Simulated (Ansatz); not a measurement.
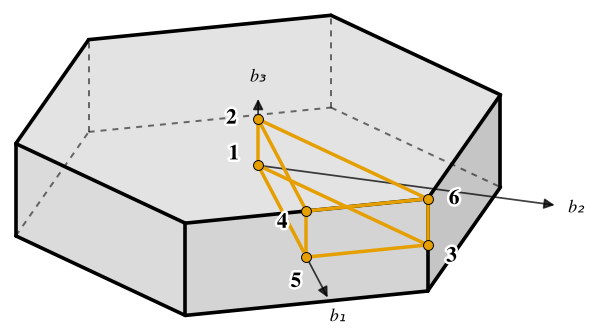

Crystal: WS2, coordinates from a relaxation at a target pressure of 60 GPa with Ansatz 0.2.0, DFT PBEsol, scalar-relativistic, plane waves, PAW. The first Brillouin zone of a primitive hexagonal lattice (hP; extended symbol hP2) is drawn with its special points numbered. Symmetry computed with spglib at a tolerance of 0.002 Å; standard conventional cell.

a = 2.864 Å, b = 2.864 Å, c = 10.412 Å, α = 90.00°, β = 90.00°, γ = 120.00°.

Labels and path follow the convention of Hinuma et al. (2017), as computed by seekpath; the arrows show the directions of the reciprocal primitive vectors b₁, b₂, b₃, in which coordinates are given.

Question: Give the label and coordinates of each numbered point.

Answer:
```tsv
no.	label	coordinates
1	Γ	(0, 0, 0)
2	A	(0, 0, 1/2)
3	K	(1/3, 1/3, 0)
4	L	(1/2, 0, 1/2)
5	M	(1/2, 0, 0)
6	H	(1/3, 1/3, 1/2)
```
